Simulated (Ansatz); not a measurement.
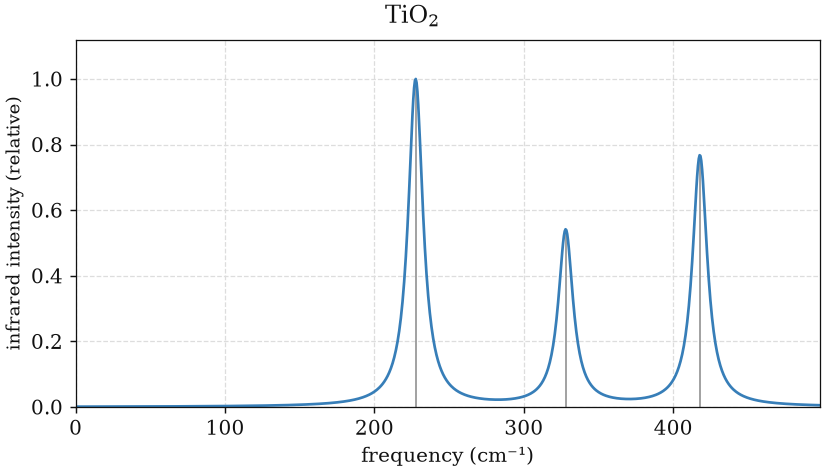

The picture above shows the infrared spectrum of the zone-centre phonons for TiO₂, space group I4_1/amd (No. 141) (cell built by us, not taken from a database). Lines are broadened by Lorentzians of 12 cm⁻¹ full width; the spectrum is scaled to its strongest line. These are zero-field (TO) frequencies; inactive modes don't show.

The given structure:
```cif
data_structure
_symmetry_space_group_name_H-M 'P 1'
_symmetry_Int_Tables_number 1
_cell_length_a 5.4701
_cell_length_b 5.4701
_cell_length_c 5.4701
_cell_angle_alpha 139.690
_cell_angle_beta 139.690
_cell_angle_gamma 58.325
_cell_volume 67.88
loop_
_atom_site_label
_atom_site_type_symbol
_atom_site_fract_x
_atom_site_fract_y
_atom_site_fract_z
_atom_site_occupancy
Ti1 Ti 0.75000 0.25000 0.50000 1
Ti2 Ti 0.00000 0.00000 0.00000 1
O1 O 0.54250 0.04250 0.50000 1
O2 O 0.79250 0.79250 0.00000 1
O3 O 0.20750 0.20750 0.00000 1
O4 O 0.95750 0.45750 0.50000 1
```

How it was computed, with Ansatz 0.2.0: perturbation theory at the zone centre of a relaxed insulator, optical modes (intensities summed over a level), dielectric tensors and Born charges, a negative frequency is imaginary, spin-unpolarised plane waves. Level: PBEsol.

periodic directions 3; potentials PAW; wave cutoff 420 eV; k mesh 8×8×8.

Which are the strongest infrared lines?

Answer. The strongest infrared line is at 227.6 cm⁻¹, followed by 417.9 (77 % of it) and 328.0 (54 % of it).
